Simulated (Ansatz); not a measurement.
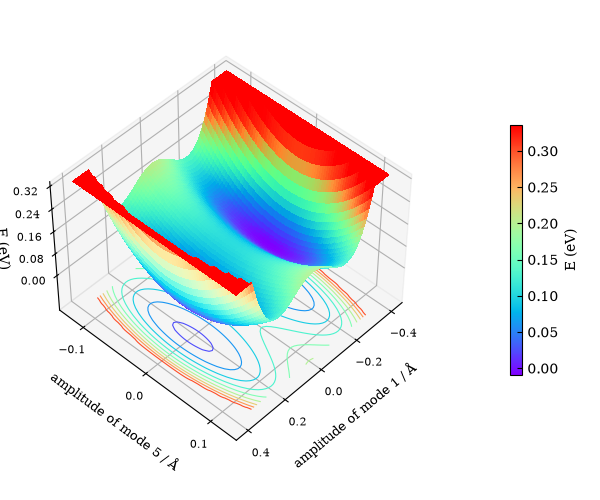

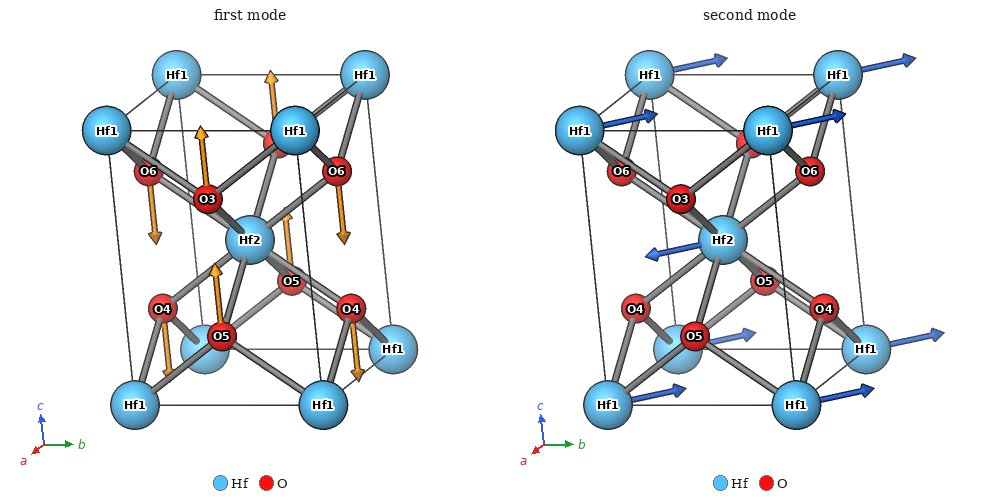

Energy landscape of HfO2 (Fm-3m, No. 225; 6 atoms in the cell). 
- The energy is mapped over two normal modes frozen in (zone-centre modes of the 6-atom cell of this scan, which folds in the wave vector (0, 1/2, 1/2) of the primitive cell).
- The first coordinate is: amplitude of mode 1 (219i cm⁻¹), largest displacement; the second: amplitude of mode 5 (97 cm⁻¹), largest displacement.
- Nothing is relaxed (the cell and all other modes fixed).
- The grid has 11 × 11 points; 36 points were computed and 85 follow by symmetry.
- Points are written as (first, second).
- Energies are in eV per cell, from the lowest grid point.
- Computed with DFT PBEsol, scalar-relativistic, plane waves, PAW in Ansatz 0.2.0. Settings: cutoff 520 eV, k-mesh 6×6×6, gaussian smearing 0.05 eV, no spin polarisation.

Drawn: a relief with its contours projected below, any walls above the top of the colour scale cut off. Between grid points the surface is interpolated. The second picture is the reference structure; its two panels give the patterns of the first and the second mode as arrows.

### Describe this landscape.

The lowest grid point is at (−0.242 Å, 0.000 Å); the map holds 2 wells of about this depth. The bottom of the well lies between grid points, at about (−0.212 Å, 0.000 Å), about 0.0094 eV lower on the interpolated surface. The reference structure, at (0.000 Å, 0.000 Å), is a saddle of this map. No other kind of well shows on this grid. Relaxing all atoms from the lowest point lowers the energy by a further 0.008 eV. The highest grid point, (−0.404 Å, −0.121 Å), lies 0.717 eV above the lowest. On the interpolated surface the easiest way out of the lowest well to a well of about the same depth near (0.242 Å, 0.000 Å) passes a barrier of about 0.12 eV, counted from the interpolated bottom of the well. The reference (Fm-3m) is not the lowest structure on this map: a distortion lowers the energy (space group P4_2/nmc at the lowest grid point). The gap on the k-mesh is 4.4 eV at the lowest point and runs from 3.7 to 4.5 eV over the map.

Grid values (eV):

| second ↓, first → | −0.404 | −0.323 | −0.242 | −0.162 | −0.081 | 0.000 | 0.081 | 0.162 | 0.242 | 0.323 | 0.404 |
| --- | --- | --- | --- | --- | --- | --- | --- | --- | --- | --- | --- |
| 0.121 | 0.717 | 0.336 | 0.164 | 0.138 | 0.177 | 0.202 | 0.177 | 0.138 | 0.164 | 0.336 | 0.717 |
| 0.097 | 0.622 | 0.260 | 0.104 | 0.091 | 0.138 | 0.166 | 0.138 | 0.091 | 0.104 | 0.260 | 0.622 |
| 0.073 | 0.550 | 0.202 | 0.058 | 0.055 | 0.109 | 0.139 | 0.109 | 0.055 | 0.058 | 0.202 | 0.550 |
| 0.048 | 0.498 | 0.160 | 0.026 | 0.029 | 0.088 | 0.121 | 0.088 | 0.029 | 0.026 | 0.160 | 0.498 |
| 0.024 | 0.468 | 0.136 | 0.006 | 0.014 | 0.076 | 0.110 | 0.076 | 0.014 | 0.006 | 0.136 | 0.468 |
| 0.000 | 0.458 | 0.128 | 0.000 | 0.010 | 0.073 | 0.106 | 0.073 | 0.010 | 0.000 | 0.128 | 0.458 |
| −0.024 | 0.468 | 0.136 | 0.006 | 0.014 | 0.076 | 0.110 | 0.076 | 0.014 | 0.006 | 0.136 | 0.468 |
| −0.048 | 0.498 | 0.160 | 0.026 | 0.029 | 0.088 | 0.121 | 0.088 | 0.029 | 0.026 | 0.160 | 0.498 |
| −0.073 | 0.550 | 0.202 | 0.058 | 0.055 | 0.109 | 0.139 | 0.109 | 0.055 | 0.058 | 0.202 | 0.550 |
| −0.097 | 0.622 | 0.260 | 0.104 | 0.091 | 0.138 | 0.166 | 0.138 | 0.091 | 0.104 | 0.260 | 0.622 |
| −0.121 | 0.717 | 0.336 | 0.164 | 0.138 | 0.177 | 0.202 | 0.177 | 0.138 | 0.164 | 0.336 | 0.717 |

Each point was launched as `ansatz run input.yaml --threads 2 --pin off --max-ram 4096MiB --backend cpu --events-out ev --progress --plain --runs-dir out`. The whole map (36 points run) took 12 min on 2 threads of Arm Neoverse N1, on a shared host.

PAW datasets: the set soft_1.
